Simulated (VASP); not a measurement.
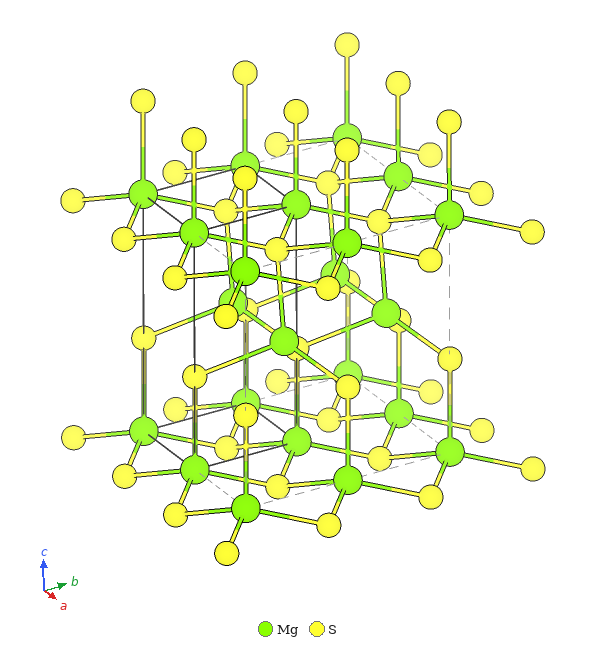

Ball-and-stick representation of a periodic structure, projected slightly off an axis. The drawing covers 2×2×1 cells, and the solid lines enclose one unit cell. A few atoms beyond the faces are included.

MgS, a = 3.94 Å, b = 3.95 Å, c = 6.40 Å, α = 90.63°, β = 90.51°, γ = 117.93°.

Results below were computed with VASP 6.6.1, DFT, PBE, plane waves, PAW; the settings were 520 eV cutoff, a 6×6×4 k-point grid, Fermi-Dirac smearing of 0.02 eV.

### What is the band gap, if any?

An insulator at this level, with a gap of 3.45 eV, direct.

### How far is the cell from zero pressure?

The computed pressure is 7.2 GPa (compressed: it would expand). The stress isn't hydrostatic: its largest component is 12.7 GPa.

It goes back to a structure type filled with these elements by a generator (whether the compound takes this form wasn't checked). Earlier steps of the study may have refined or changed the cell and positions. VASP was used for an electronic-structure calculation on it.

At this level of theory the cell isn't at rest (compressed, at 7 GPa and forces up to 4.6 eV/Å), so its distances can differ from those at equilibrium, the more so the softer the solid.
